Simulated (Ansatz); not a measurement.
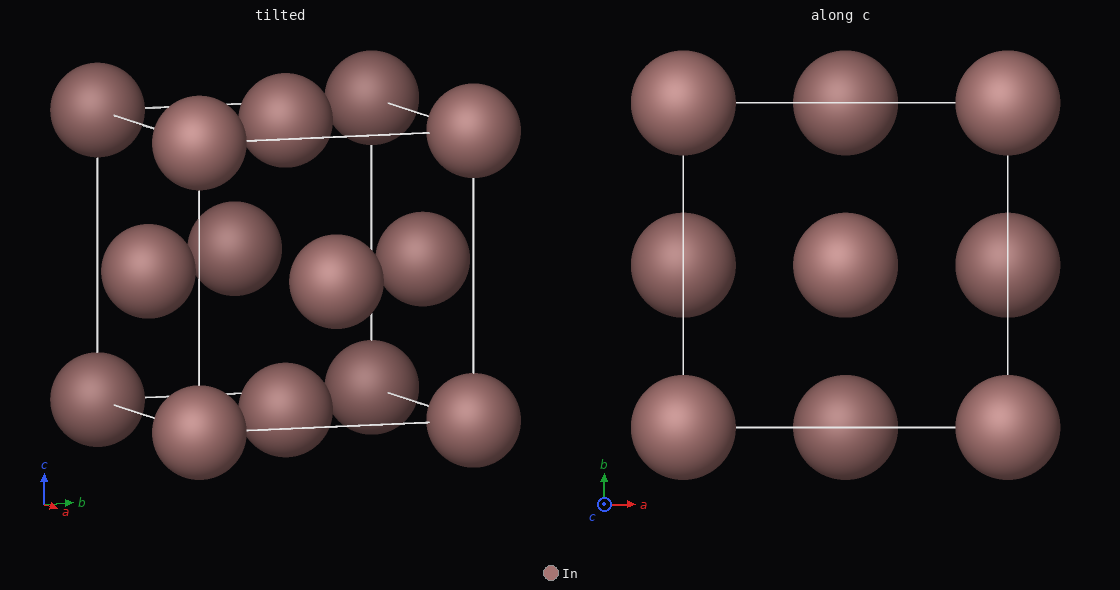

An orthographic spheres-only view of the structure, slightly off an axis and along the c axis. The frame is the drawn cell (a repeat of the simulation cell); atoms at its boundary are shown with their periodic copies.

Edges and angles: a = 4.794 Å, b = 4.794 Å, c = 4.780 Å, α = 90.00°, β = 90.00°, γ = 90.00°.

Q: How many atoms does the box hold, once sharing is allowed for?

A: 4 (indium), counting shared atoms by their share.

Q: If the small displacements are ignored, what structure is it?

A: Strictly the space group is I4/mmm (No. 139, within 0.01 Å). It is a distorted form of a face-centred cubic structure, space group Fm-3m (No. 225) within 0.25 Å: face-centred cubic (Cu type).

Its origin is the standard structure of this element. It was relaxed at fixed volume with DFT PBE, spin-orbit coupling, plane waves, PAW in Ansatz.
